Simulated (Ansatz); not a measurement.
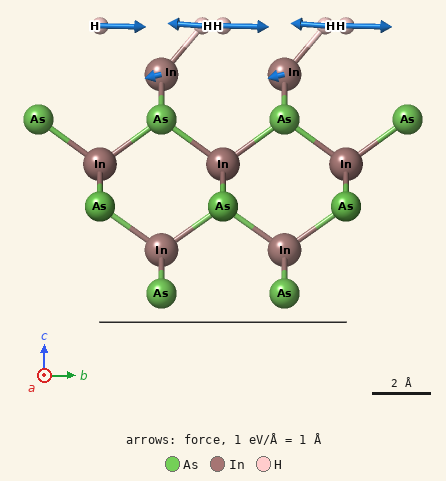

Starting geometry of a slab of composition In₃As₃H₂ (cut from the F-43m phase) with the computed forces as blue arrows. Style: ball-and-stick. Shown: the 2 × 2 repeat of the cell, outlined in the plane, without the vacuum, along the a axis.

Case: H2 put at a bridge In-In site. The slab is the (1 0 0) face of InAs with H2 on it. 3 atoms are held fixed.

Computed with DFT PBEsol, scalar-relativistic, plane waves, PAW in Ansatz.

Input
```yaml
crystal:
  lattice:
    - [4.304488435, 0.0, 0.0]
    - [0.0, 4.304488435, 0.0]
    - [0.0, 0.0, 26.6093324049]
  atoms:
    - { symbol: As, position: [0.0, 0.5, 0.3194368002] }
    - { symbol: In, position: [0.5, 0.5, 0.3766297601] }
    - { symbol: As, position: [0.5, 0.0, 0.43382272] }
    - { symbol: In, position: [0.0, 0.0, 0.489438032] }
    - { symbol: As, position: [0.0, 0.5, 0.5482065606] }
    - { symbol: In, position: [0.5, 0.5, 0.6074784764] }
    - { symbol: H, position: [0.5, 1.0, 0.6713658364] }
    - { symbol: H, position: [0.4529775456, 0.8322283465, 0.6713658364] }
basis:
  ecutwfc: 420
kpoints:
  mp_grid: { grid: [7, 7, 1] }
hamiltonian:
  xc: pbesol
scf:
  occupations: { method: gaussian, width: 0.1 }
output:
  forces: true
  eigenvalues: true
  write_density: true
  write_potential: true
  elf: true
  volumetric_format: npy
relax:
  adjacent_minimum: "off"
  f_tol: 0.03
  max_steps: 70
  constraints: [{ sites: [0, 1, 2] }]
efield:
  axis: 3
  dipole_correction: true
  ramp_width: 0.04
```

Launched with:
```bash
ansatz run input.yaml --threads 4 --pin off --max-ram 10240MiB --backend cpu --events-out ev --progress --plain --runs-dir out
```

> Is this structure relaxed? If not, where do the atoms go?

It isn't relaxed: the largest force vector, on H7, is 1.65 eV/Å. The final displacements have little in common with the starting forces (cosine between the two patterns 0.01). The energy falls by 0.379 eV per cell of the calculation in 17 accepted moves (18 points after the start). The largest force component goes from 1.6 to 0.022 eV/Å. The line search rejected the trial step at point 17 of the run. The forces were under the threshold at step 14, but the run went on from there. The largest move is that of In6, 1.89 Å at 66° to the normal (−c side). Largest moves by element: In 1.89 Å, H 1.79 Å, As 0.31 Å. The cell doesn't change. Some distances before and after: In6–H8 2.231 → 3.604 Å, In4–As5 2.660 → 2.866 Å, As5–In6 2.668 → 2.848 Å, In4–As5 (another image) 2.660 → 2.821 Å. Among the angles between lasting bonds that change: In4–As5–In6 110.3° → 68.4°, In4–As5–In6 110.3° → 126.1°, In4–As5–In4 108.0° → 98.4°. The run took 7 min on 4 threads of Arm Neoverse V1, with other jobs on the host, peak memory 1.1 GiB.

Limits of the set-up: the periodic images lie only 4.3 Å apart, so the values are limited by the cell's size.
